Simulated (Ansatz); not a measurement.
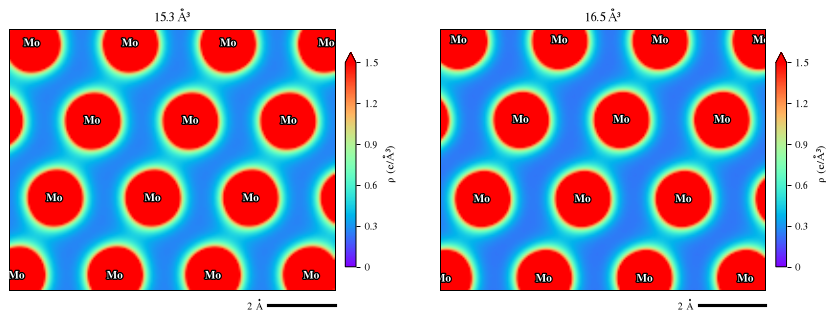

Mo. The valence charge density (pseudo) of cells scaled evenly to different volumes (given per atom above each panel), on the (001) plane of each (indices in the axes of the cell below), at one length scale and on one colour scale.

A generated structure, not necessarily the stable one; computed without spin polarisation.

Level of theory: Ansatz, DFT, LDA (PW92), plane waves (420 eV) with PAW, scalar-relativistic.

The largest cell:

```
Mo
1.0
    -1.93696    1.93680    1.33752
     1.93680   -1.93696    1.33752
     3.19140    3.19140   -1.33780
Mo
2
Direct
  0.99997 0.00003 0.00000
  0.75003 0.24997 0.50000
```

| volume (Å³/atom) | Mo–Mo contact in the plane (Å) | ρ at its midpoint (e/Å³) | pressure (GPa) | 
| --- | --- | --- | --- |
| 15.31 | 2.607 | 0.459 | −0.1 | 
| 15.92 | 2.642 | ? | ? | 
| 16.53 | 2.675 | 0.413 | −18.0 | 

**Estimate the missing row, and compare with the calculation.**

Over the known rows ln ρ falls by 1.55 per Å of Mo–Mo distance (the line through the two), which gives 0.435 e/Å³ at 2.642 Å; the calculation gives 0.435 e/Å³. For the pressure, a straight line in volume between the neighbouring rows gives −9.0 GPa; the calculation gives −10.0, lower because pressure rises ever faster on compression.
